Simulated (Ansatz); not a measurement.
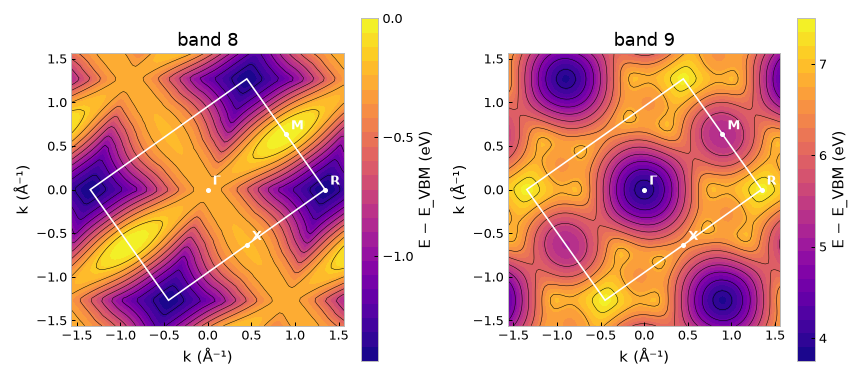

Two bands of KBr in space group Pm-3m over the plane through Γ, R and M: the highest mostly filled and the lowest mostly empty one.

Method: DFT PBE, scalar-relativistic, plane waves, PAW; levels and slopes on a dense k mesh at the converged density (Ansatz). No spin polarisation. The levels come from a k mesh of 30×30×30 points. Unrelaxed database geometry. The cell comes from a database of computed structures, not from a measurement.

Q: Give both levels and their distance at the named points.

A:
```csv
point,lower band (eV),upper band (eV),distance (eV)
Γ,−0.26,3.86,4.12
R,−1.42,7.40,8.82
M,0.00,5.23,5.23
X,−0.23,6.48,6.71
```

Q: Where are the band edges of the whole zone?

A: The valence band has three equivalent maxima at M, principal masses 0.50, 3.74 and 3.74 mₑ; the conduction band has one minimum at Γ, mass 0.34 mₑ in all directions. The gap is indirect, 3.86 eV at this level of theory, which underestimates gaps and can reorder valleys that lie close.

Spin-orbit coupling, left out here, can change the gap, its kind, the place of the band edges and the masses, since the compound holds Br.
